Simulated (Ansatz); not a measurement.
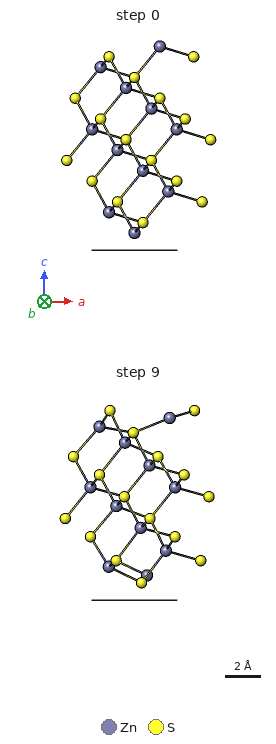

The structure of a slab of composition Zn10S9 (cut from the F-43m phase) before (top) and after (bottom) a relaxation, at one scale.

The picture is a ball-and-stick view of the cell of the calculation, outlined in the plane, without the vacuum (origin shifted), seen along the b axis.

Case: (2 1 0) slab, atoms relaxed. The slab is the (2 1 0) face of ZnS.

These are results of DFT PBEsol, scalar-relativistic, plane waves, PAW (Ansatz), not measurements. Set-up: plane-wave cutoff 420 eV; k-point mesh 6 × 5 × 1; occupations gaussian; smearing width 0.05 eV; no spin polarisation; dipole correction; atoms relaxed in a fixed cell; force threshold 0.02 eV/Å; at most 60 steps.

What changed between the two?

Answer. Over 9 geometry steps the energy falls by 1.406 eV per cell of the calculation. Largest force component: 0.63 eV/Å at the start, 0.014 eV/Å at the end. The largest moves relative to the layer's centre, 1.12 Å, are those of Zn atoms. By element the largest moves are Zn 1.12 Å, S 0.24 Å. The cell stays as it was. Some distances before and after: S–Zn 2.319 → 2.391 Å, S–Zn 2.319 → 2.368 Å, S–Zn 2.319 → 2.275 Å, S–Zn 2.319 → 2.298 Å. Among the angles between lasting bonds that change: Zn–S–Zn 109.5° → 74.3°, Zn–S–Zn 109.5° → 80.6°, Zn–S–Zn 109.5° → 126.5°.
